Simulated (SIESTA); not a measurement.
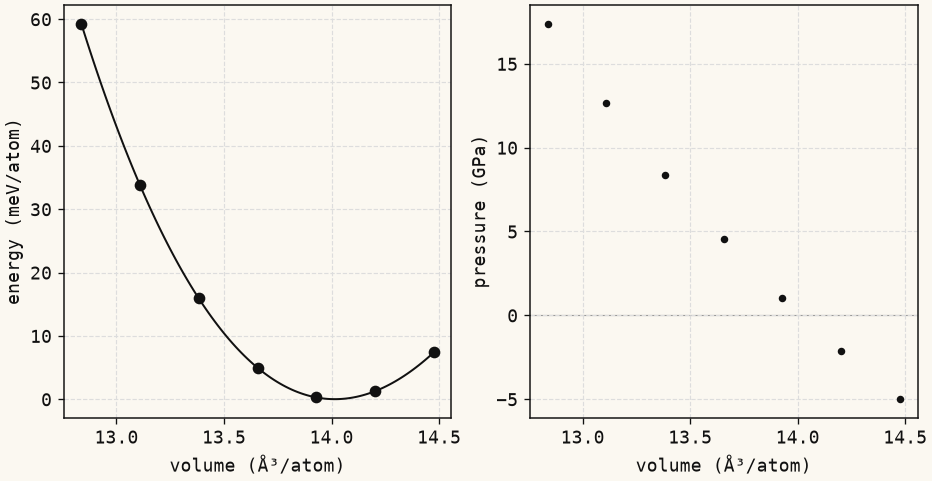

How it was computed, with SIESTA 5.4.2: DFT in numerical atomic orbitals with pseudopotentials, no spin polarisation; energies at scaled volumes of the given cell, shape and fractions fixed, counted from the fit's minimum, third-order Birch-Murnaghan fit. Level: PBEsol.

- k mesh: 5×5×5
- occupations: Fermi–Dirac
- smearing width: 0.05 eV
- potentials: PseudoDojo 0.4 standard, converted to PSML, two zetas on semicore shells
- program settings: basis DZP, mesh cutoff 800 Ry

Cell as given: a = 8.744 Å, b = 7.732 Å, c = 5.274 Å, α = 82.15°, β = 61.16°, γ = 36.69°; 12 atoms.

Figure. Energy and pressure against volume for SiO₂, space group Fddd (No. 70).

A third-order Birch–Murnaghan fit gives V0 = 14.02 Å³/atom, B0 = 165 GPa and B′ = 4.1. The energy is 59.28 meV/atom at volume 12.84 Å³/atom and 7.38 meV/atom at 14.48 Å³/atom; the lowest computed point is at volume 13.93 Å³/atom (0.28 meV/atom). The pressure falls from 17.39 GPa at volume 12.84 Å³/atom to −5.00 GPa at 14.48 Å³/atom, and changes sign near 14.02 Å³/atom.

Keep in mind: mulliken charges of long orbitals; shape and atomic fractions are frozen while scaling, which makes layered, chain and framework solids too stiff.
